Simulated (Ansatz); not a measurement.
```yaml
crystal:
  lattice:
    - [3.25221, 0.00000, 0.00000]
    - [-1.62611, 2.81650, 0.00000]
    - [0.00000, 0.00000, 5.60170]
  atoms:
    - { symbol: Hf, position: [0.00000, 0.00000, 0.00000] }
    - { symbol: O, position: [0.33333, 0.66667, 0.17312] }
    - { symbol: O, position: [0.66667, 0.33333, 0.82688] }
```

Space group P-3m1; started from the CdI2 prototype, which need not be the ambient phase.

Method: DFT PBE, spin-orbit coupling, plane waves, PAW in Ansatz.

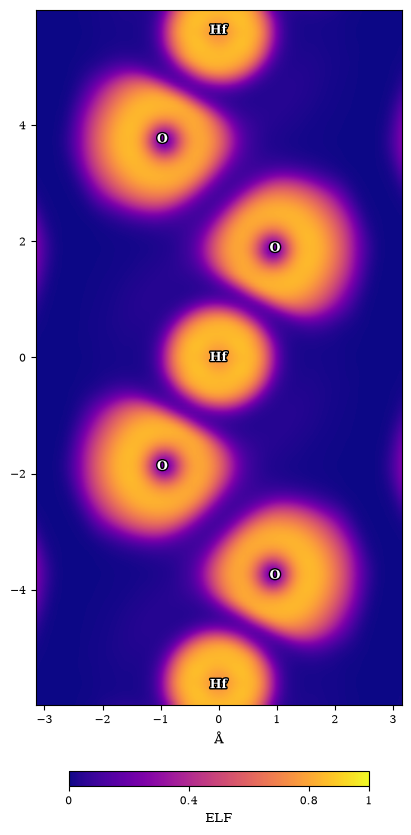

HfO₂. ELF on the (110) plane of the conventional cell.

In a PAW calculation such maps are meaningful between the atoms, not at the nuclei.

### What do the fields say about this system?

The plane passes through Hf and O nuclei. Hf–O (2.11 Å): the ELF peaks at about 0.80 in the valence shell of O, 0.6 Å from its nucleus, and drops to about 0.20 between the two atoms (no localised pair shows between them). The features right at Hf lie inside the PAW spheres, where the map follows smoothed inner orbitals and isn't to be read closely.

### Does the calculation make it a metal, or give it a gap?

It is gapped, with a Kohn–Sham gap of 4.8 eV on the k-point mesh, an upper bound to the gap of this method.
